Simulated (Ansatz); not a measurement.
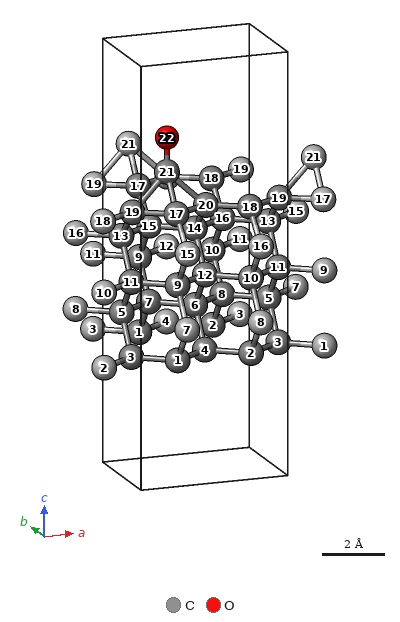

Figure 1. The structure as given in the input (ball-and-stick view of the cell of the calculation, with the vacuum cut short, seen slightly off an axis; neighbours outside the cell are drawn fainter; atoms are numbered from 1 in the order of the input). An atom can appear more than once, as a periodic image. Near neighbours in the periodic cell (some may lie outside the picture): C has 3 C at 1.44 to 1.55 Å; C has 4 C at 1.44 to 1.74 Å; C has 3 C at 1.48 to 1.74 Å and 1 O at 1.15 Å; O has 1 C at 1.15 Å.

Geometry relaxation, with input and output: C$_{21}$O (part 1 of 3)

- system: C$_{21}$O (slab, 22 atoms in the cell)
- method: DFT PBE, scalar-relativistic, plane waves, PAW, PAW set soft_1, no spin polarisation (Ansatz 0.2.0)

The structure derives from an entry of the Crystallography Open Database. The input holds or restrains some coordinates. Forces given for the steps count only the free coordinates. Figures and captions count atoms from 1; the log counts them from 0 in places.

**What the program printed**
```
Engine: ansatz 0.2.0, aarch64-unknown-linux-gnu
Pseudopotentials: kind: paw
Pseudopotential: C, paw, valence charge 4, recommended cutoff 420 eV (normal), [file]
Pseudopotential: O, paw, valence charge 6, recommended cutoff 420 eV (normal), [file]
Functional definition: PBE
  parameter kappa = 0.804
  parameter beta = 0.06672455060314922
  exchange = pbe_x(kappa = kappa, mu = beta*pi^2/3)
  correlation = pbe_c(beta = beta)
Crystal: 22 atoms, lattice volume = 388.376 Å³
Basis set: ecut = 420 eV, 7573 PW (Γ), exchange–correlation on 72×48×288 points (8 copies of the dense FFT grid, shifted against one another)
Bands: 67, of which v1, the nominal top of the filled ones, is band 45 counted from 1 (44 counted from 0)
Symmetry: 2 space group operations
Space group: Pm (ITA 6), of the structure as read, at distance tolerance 7.3e-5 Å
k-points: 15 of 40 (time reversal used)
Non-local potential: C, projectors of the file, l = 0: 2, l = 1: 2, l = 2: 1
Non-local potential: O, projectors of the file, l = 0: 2, l = 1: 2, l = 2: 1
PAW form: soft (Blöchl's): semilocal exchange-correlation on the pseudo side does not see the compensation charge
PAW one-centre angular grid: C, 110 points (default); XC on 64 Gauss nodes
PAW one-centre angular grid: O, 110 points (default); XC on 64 Gauss nodes
Initial density: superposition of atomic densities (neutral atoms: chi_scale 0, normalization atom)
Initial wavefunctions: pseudopotential atomic-orbital guess
Functional: x = pbe(κ = 0.804, μ = 0.2195149727645171), c = pbe(β = 0.06672455060314922)
SCF iter   1: F=—  HF=-5824.825260 eV  |F-HF|=—  |Δ(HF+E_count)|=         —  Δρ=8.09e-2  dr2=2.33e1  ethr=3.10e-3  p=0.000 e·Å  D=3.25e-7 V/Å  ΔV_dip=-0.00 eV  dr2_dipole=1.73e0  V_vac-E_F(+/−)=8.37/8.37 eV  ⟨swp⟩=7.6  Hψ=6177  notcnv=0  defer=127
efield: sawtooth ramp at fractional position 0.8332 (placed from the atoms, in the widest stretch of the axis that holds none; the zero of the levels goes with the place), width 0.0400; the density the first Hamiltonian is built on has a dipole p = 0.000 e·Å; the dipole correction subtracts the counter field D = 3.25e-7 V/Å, which shifts the + side's vacuum level by -0.00 eV against the − side's; the planar-averaged density in the ramp window peaks in size at 5.8e-7 e/Å³
preconditioner: auto → LDOS  [metal: Δε(μ)=0.023 eV  Ē_g=15.939 eV  σ=0.050 eV  W_gap=0.25  n_scr=54 (ndim 8)  ℏωp=17.9 eV  f_vac=0.570  D(μ)=9.53/eV (n_scr^D=50)  β→1.0]
SCF iter   2: F=—  HF=-5818.547022 eV  |F-HF|=—  |Δ(HF+E_count)|=    6.28e0  Δρ=3.23e-2  dr2=4.32e0  ethr=3.10e-3  p=0.072 e·Å  D=3.35e-2 V/Å  ΔV_dip=-0.72 eV  dr2_dipole=2.51e-1  V_vac-E_F(+/−)=6.08/6.81 eV  ⟨swp⟩=4.5  Hψ=2709  notcnv=0  defer=256
SCF iter   3: F=—  HF=-5817.951330 eV  |F-HF|=—  |Δ(HF+E_count)|=   5.96e-1  Δρ=8.50e-3  dr2=4.02e-1  ethr=3.10e-3  p=-0.036 e·Å  D=-1.66e-2 V/Å  ΔV_dip=0.36 eV  dr2_dipole=5.71e-2  V_vac-E_F(+/−)=7.02/6.66 eV  ⟨swp⟩=3.2  Hψ=1855  notcnv=0  defer=249
SCF iter   4: F=—  HF=-5817.882722 eV  |F-HF|=—  |Δ(HF+E_count)|=   6.86e-2  Δρ=2.29e-3  dr2=4.38e-2  ethr=4.47e-4  p=-0.065 e·Å  D=-3.05e-2 V/Å  ΔV_dip=0.66 eV  dr2_dipole=2.91e-4  V_vac-E_F(+/−)=6.99/6.34 eV  ⟨swp⟩=3.0  Hψ=1712  notcnv=0  defer=251
SCF iter   5: F=—  HF=-5817.877623 eV  |F-HF|=—  |Δ(HF+E_count)|=   5.10e-3  Δρ=1.12e-3  dr2=1.04e-2  ethr=4.86e-5  p=-0.077 e·Å  D=-3.57e-2 V/Å  ΔV_dip=0.77 eV  dr2_dipole=5.64e-4  V_vac-E_F(+/−)=6.91/6.14 eV  ⟨swp⟩=2.1  Hψ=1484  notcnv=0  defer=251
SCF iter   6: F=—  HF=-5817.876954 eV  |F-HF|=—  |Δ(HF+E_count)|=   6.69e-4  Δρ=5.21e-4  dr2=1.62e-3  ethr=1.15e-5  p=-0.085 e·Å  D=-3.95e-2 V/Å  ΔV_dip=0.85 eV  dr2_dipole=8.68e-5  V_vac-E_F(+/−)=6.90/6.05 eV  ⟨swp⟩=2.0  Hψ=1461  notcnv=0  defer=251
SCF iter   7: F=—  HF=-5817.876771 eV  |F-HF|=—  |Δ(HF+E_count)|=   1.83e-4  Δρ=1.73e-4  dr2=1.40e-4  ethr=1.81e-6  p=-0.088 e·Å  D=-4.10e-2 V/Å  ΔV_dip=0.88 eV  dr2_dipole=5.14e-9  V_vac-E_F(+/−)=6.90/6.01 eV  ⟨swp⟩=2.0  Hψ=1439  notcnv=0  defer=251
SCF iter   8: F=—  HF=-5817.876776 eV  |F-HF|=—  |Δ(HF+E_count)|=   4.52e-6  Δρ=7.02e-5  dr2=2.50e-5  ethr=1.55e-7  p=-0.089 e·Å  D=-4.13e-2 V/Å  ΔV_dip=0.89 eV  dr2_dipole=7.54e-7  V_vac-E_F(+/−)=6.89/6.00 eV  ⟨swp⟩=2.1  Hψ=1445  notcnv=0  defer=251
SCF iter   9: F=-5817.876783 eV  HF=-5817.876786 eV  |F-HF|=2.39e-6  |Δ(HF+E_count)|=   1.01e-5  Δρ=2.77e-5  dr2=4.48e-6  ethr=1.74e-8  p=-0.089 e·Å  D=-4.15e-2 V/Å  ΔV_dip=0.89 eV  dr2_dipole=7.63e-7  V_vac-E_F(+/−)=6.89/6.00 eV  ⟨swp⟩=38.3  Hψ=15322  notcnv=0
SCF 1 converged in 9 iterations: F = -5817.876783 eV  dr2 = 4.48e-6
  Residual-converged pass: ⟨swp⟩=1.1  Hψ=1066  notcnv=0  max |occ|·‖R‖ = 7.0e-9 eV (tolerance 1.0e-8 eV)  dr2=4.48e-6  dr2_onsite=1.03e-7  max |Δocc| = 5.2e-10
  greatest PAW one-centre occupation: 0.887 electrons in one spin orbital (limit 2), on the O atom at site 21 (counted from 0), in its partial waves of l = 0
relax step   1: F+E_penalty+E_count = -5817.87678326 eV  Δ(F+E_penalty+E_count) = +0.000e0 eV  max|allowed force component| = 4.960e0 eV/Å  Δτ_max = 0.0000 Å  (9 SCF iters, dr2 threshold 1.56e-5 eV, accepted)
Initial density: handed on by an earlier stage of this run
Initial wavefunctions: those handed on with the density
iter 1 solved again at ethr=4.58e-4 eV; its pass at ethr=3.10e-3 eV (dr2=4.12e-1 eV) is discarded
SCF iter   1: F=—  HF=-5818.200152 eV  |F-HF|=—  |Δ(HF+E_count)|=         —  Δρ=8.08e-3  dr2=4.15e-1  ethr=4.58e-4  p=-0.089 e·Å  D=-4.15e-2 V/Å  ΔV_dip=0.89 eV  dr2_dipole=1.11e-1  V_vac-E_F(+/−)=6.86/5.97 eV  ⟨swp⟩=2.0  Hψ=3968  notcnv=0  defer=223
efield: sawtooth ramp at fractional position 0.8332 (handed on by an earlier solve), width 0.0400; the density the first Hamiltonian is built on has a dipole p = -0.089 e·Å; the dipole correction subtracts the counter field D = -4.15e-2 V/Å, which shifts the + side's vacuum level by +0.89 eV against the − side's; the planar-averaged density in the ramp window peaks in size at 6.5e-7 e/Å³
preconditioner: auto → LDOS  [insulator: Δε(μ)=0.076 eV  Ē_g=15.279 eV  σ=0.050 eV  W_gap=0.64  n_scr=54 (ndim 8)  ℏωp=17.9 eV  f_vac=0.579  D(μ)=4.35/eV (n_scr^D=18)  ε∞_Penn≈2.4  β→1.0]
SCF iter   2: F=—  HF=-5818.180783 eV  |F-HF|=—  |Δ(HF+E_count)|=   1.94e-2  Δρ=4.27e-3  dr2=2.92e-1  ethr=4.58e-4  p=-0.109 e·Å  D=-5.09e-2 V/Å  ΔV_dip=1.10 eV  dr2_dipole=8.48e-2  V_vac-E_F(+/−)=7.13/6.03 eV  ⟨swp⟩=3.3  Hψ=1563  notcnv=0  defer=223
SCF iter   3: F=—  HF=-5818.158536 eV  |F-HF|=—  |Δ(HF+E_count)|=   2.22e-2  Δρ=7.39e-4  dr2=3.01e-3  ethr=3.25e-4  p=-0.103 e·Å  D=-4.82e-2 V/Å  ΔV_dip=1.04 eV  dr2_dipole=1.20e-3  V_vac-E_F(+/−)=7.03/6.00 eV  ⟨swp⟩=2.3  Hψ=1232  notcnv=0  defer=232
SCF iter   4: F=—  HF=-5818.159262 eV  |F-HF|=—  |Δ(HF+E_count)|=   7.25e-4  Δρ=2.73e-4  dr2=3.09e-4  ethr=3.35e-6  p=-0.101 e·Å  D=-4.73e-2 V/Å  ΔV_dip=1.02 eV  dr2_dipole=5.64e-5  V_vac-E_F(+/−)=7.02/6.00 eV  ⟨swp⟩=2.1  Hψ=1645  notcnv=0  defer=246
SCF iter   5: F=—  HF=-5818.159310 eV  |F-HF|=—  |Δ(HF+E_count)|=   4.85e-5  Δρ=1.08e-4  dr2=6.57e-5  ethr=1.11e-7  p=-0.101 e·Å  D=-4.72e-2 V/Å  ΔV_dip=1.02 eV  dr2_dipole=4.82e-6  V_vac-E_F(+/−)=7.02/6.00 eV  ⟨swp⟩=27.5  Hψ=13202  notcnv=0
SCF iter   6: F=-5818.159332 eV  HF=-5818.159335 eV  |F-HF|=2.97e-6  |Δ(HF+E_count)|=   2.45e-5  Δρ=5.68e-5  dr2=1.55e-5  ethr=7.30e-8  p=-0.101 e·Å  D=-4.72e-2 V/Å  ΔV_dip=1.02 eV  dr2_dipole=6.70e-8  V_vac-E_F(+/−)=7.02/6.00 eV  ⟨swp⟩=23.7  Hψ=12185  notcnv=0
SCF 2 converged in 6 iterations: F = -5818.159332 eV  dr2 = 1.55e-5
  greatest PAW one-centre occupation: 0.884 electrons in one spin orbital (limit 2), on the O atom at site 21 (counted from 0), in its partial waves of l = 0
relax step   2: F+E_penalty+E_count = -5818.15933158 eV  Δ(F+E_penalty+E_count) = -2.825e-1 eV  max|allowed force component| = 1.588e0 eV/Å  Δτ_max = 0.1007 Å  (6 SCF iters, dr2 threshold 1.00e-4 eV, accepted)
iter 1 solved again at ethr=4.94e-4 eV; its pass at ethr=3.10e-3 eV (dr2=4.44e-1 eV) is discarded
SCF iter   1: F=—  HF=-5818.305919 eV  |F-HF|=—  |Δ(HF+E_count)|=         —  Δρ=7.78e-3  dr2=4.38e-1  ethr=4.94e-4  p=-0.101 e·Å  D=-4.72e-2 V/Å  ΔV_dip=1.02 eV  dr2_dipole=1.56e-1  V_vac-E_F(+/−)=6.99/5.97 eV  ⟨swp⟩=2.0  Hψ=3949  notcnv=0  defer=221
efield: sawtooth ramp at fractional position 0.8332 (handed on by an earlier solve), width 0.0400; the density the first Hamiltonian is built on has a dipole p = -0.101 e·Å; the dipole correction subtracts the counter field D = -4.72e-2 V/Å, which shifts the + side's vacuum level by +1.02 eV against the − side's; the planar-averaged density in the ramp window peaks in size at 5.5e-7 e/Å³
preconditioner: auto → LDOS  [insulator: Δε(μ)=0.067 eV  Ē_g=15.225 eV  σ=0.050 eV  W_gap=0.59  n_scr=54 (ndim 8)  ℏωp=17.9 eV  f_vac=0.576  D(μ)=4.16/eV (n_scr^D=18)  ε∞_Penn≈2.4  β→1.0]
SCF iter   2: F=—  HF=-5818.296037 eV  |F-HF|=—  |Δ(HF+E_count)|=   9.88e-3  Δρ=4.58e-3  dr2=4.73e-1  ethr=4.87e-4  p=-0.083 e·Å  D=-3.88e-2 V/Å  ΔV_dip=0.84 eV  dr2_dipole=1.67e-1  V_vac-E_F(+/−)=6.88/6.05 eV  ⟨swp⟩=3.5  Hψ=1561  notcnv=0  defer=221
SCF iter   3: F=—  HF=-5818.271127 eV  |F-HF|=—  |Δ(HF+E_count)|=   2.49e-2  Δρ=1.22e-3  dr2=2.01e-2  ethr=4.87e-4  p=-0.092 e·Å  D=-4.28e-2 V/Å  ΔV_dip=0.92 eV  dr2_dipole=9.42e-3  V_vac-E_F(+/−)=6.92/6.00 eV  ⟨swp⟩=2.4  Hψ=1254  notcnv=0  defer=233
SCF iter   4: F=—  HF=-5818.271193 eV  |F-HF|=—  |Δ(HF+E_count)|=   6.60e-5  Δρ=4.27e-4  dr2=1.29e-3  ethr=2.24e-5  p=-0.087 e·Å  D=-4.07e-2 V/Å  ΔV_dip=0.88 eV  dr2_dipole=3.41e-4  V_vac-E_F(+/−)=6.88/6.00 eV  ⟨swp⟩=1.9  Hψ=1053  notcnv=0  defer=245
SCF iter   5: F=—  HF=-5818.271130 eV  |F-HF|=—  |Δ(HF+E_count)|=   6.33e-5  Δρ=1.36e-4  dr2=9.10e-5  ethr=1.11e-7  p=-0.087 e·Å  D=-4.04e-2 V/Å  ΔV_dip=0.87 eV  dr2_dipole=8.35e-7  V_vac-E_F(+/−)=6.88/6.01 eV  ⟨swp⟩=28.7  Hψ=13897  notcnv=0
SCF iter   6: F=-5818.271161 eV  HF=-5818.271169 eV  |F-HF|=7.41e-6  |Δ(HF+E_count)|=   3.92e-5  Δρ=4.60e-5  dr2=1.95e-5  ethr=1.01e-7  p=-0.086 e·Å  D=-4.02e-2 V/Å  ΔV_dip=0.87 eV  dr2_dipole=2.38e-6  V_vac-E_F(+/−)=6.87/6.01 eV  ⟨swp⟩=25.2  Hψ=12598  notcnv=0
SCF 3 converged in 6 iterations: F = -5818.271161 eV  dr2 = 1.95e-5
relax step   3: F+E_penalty+E_count = -5818.27116145 eV  Δ(F+E_penalty+E_count) = -1.118e-1 eV  max|allowed force component| = 1.337e0 eV/Å  Δτ_max = 0.0853 Å  (6 SCF iters, dr2 threshold 1.00e-4 eV, accepted)
SCF iter   1: F=—  HF=-5818.325374 eV  |F-HF|=—  |Δ(HF+E_count)|=         —  Δρ=5.91e-3  dr2=2.04e-1  ethr=3.06e-3  p=-0.086 e·Å  D=-4.02e-2 V/Å  ΔV_dip=0.87 eV  dr2_dipole=7.65e-2  V_vac-E_F(+/−)=6.86/5.99 eV  ⟨swp⟩=4.0  Hψ=2397  notcnv=0  defer=160
efield: sawtooth ramp at fractional position 0.8332 (handed on by an earlier solve), width 0.0400; the density the first Hamiltonian is built on has a dipole p = -0.086 e·Å; the dipole correction subtracts the counter field D = -4.02e-2 V/Å, which shifts the + side's vacuum level by +0.87 eV against the − side's; the planar-averaged density in the ramp window peaks in size at 6.9e-7 e/Å³
preconditioner: auto → LDOS  [metal: Δε(μ)=0.024 eV  Ē_g=15.182 eV  σ=0.050 eV  W_gap=0.26  n_scr=54 (ndim 8)  ℏωp=17.9 eV  f_vac=0.574  D(μ)=5.31/eV (n_scr^D=24)  β→1.0]
SCF iter   2: F=—  HF=-5818.308645 eV  |F-HF|=—  |Δ(HF+E_count)|=   1.67e-2  Δρ=2.20e-3  dr2=2.66e-2  ethr=2.26e-4  p=-0.064 e·Å  D=-2.99e-2 V/Å  ΔV_dip=0.64 eV  dr2_dipole=1.27e-3  V_vac-E_F(+/−)=6.66/6.02 eV  ⟨swp⟩=3.1  Hψ=1970  notcnv=0  defer=242
SCF iter   3: F=—  HF=-5818.305553 eV  |F-HF|=—  |Δ(HF+E_count)|=   3.09e-3  Δρ=9.14e-4  dr2=3.83e-3  ethr=2.96e-5  p=-0.065 e·Å  D=-3.02e-2 V/Å  ΔV_dip=0.65 eV  dr2_dipole=1.00e-4  V_vac-E_F(+/−)=6.66/6.01 eV  ⟨swp⟩=2.3  Hψ=1514  notcnv=0  defer=242
SCF iter   4: F=—  HF=-5818.304856 eV  |F-HF|=—  |Δ(HF+E_count)|=   6.97e-4  Δρ=1.35e-4  dr2=7.33e-5  ethr=4.26e-6  p=-0.064 e·Å  D=-2.98e-2 V/Å  ΔV_dip=0.64 eV  dr2_dipole=1.10e-12  V_vac-E_F(+/−)=6.66/6.02 eV  ⟨swp⟩=2.0  Hψ=1555  notcnv=0  defer=238
SCF iter   5: F=-5818.304898 eV  HF=-5818.304895 eV  |F-HF|=2.31e-6  |Δ(HF+E_count)|=   3.96e-5  Δρ=4.82e-5  dr2=1.14e-5  ethr=8.14e-8  p=-0.064 e·Å  D=-2.97e-2 V/Å  ΔV_dip=0.64 eV  dr2_dipole=1.44e-6  V_vac-E_F(+/−)=6.66/6.02 eV  ⟨swp⟩=29.7  Hψ=14148  notcnv=0
SCF 4 converged in 5 iterations: F = -5818.304898 eV  dr2 = 1.14e-5
  greatest PAW one-centre occupation: 0.885 electrons in one spin orbital (limit 2), on the O atom at site 21 (counted from 0), in its partial waves of l = 0
relax step   4: F+E_penalty+E_count = -5818.30489774 eV  Δ(F+E_penalty+E_count) = -3.374e-2 eV  max|allowed force component| = 5.479e-2 eV/Å  Δτ_max = 0.0724 Å  (5 SCF iters, dr2 threshold 1.00e-4 eV, accepted)
iter 1 solved again at ethr=1.25e-8 eV; its pass at ethr=3.10e-3 eV (dr2=1.13e-5 eV) is discarded
```
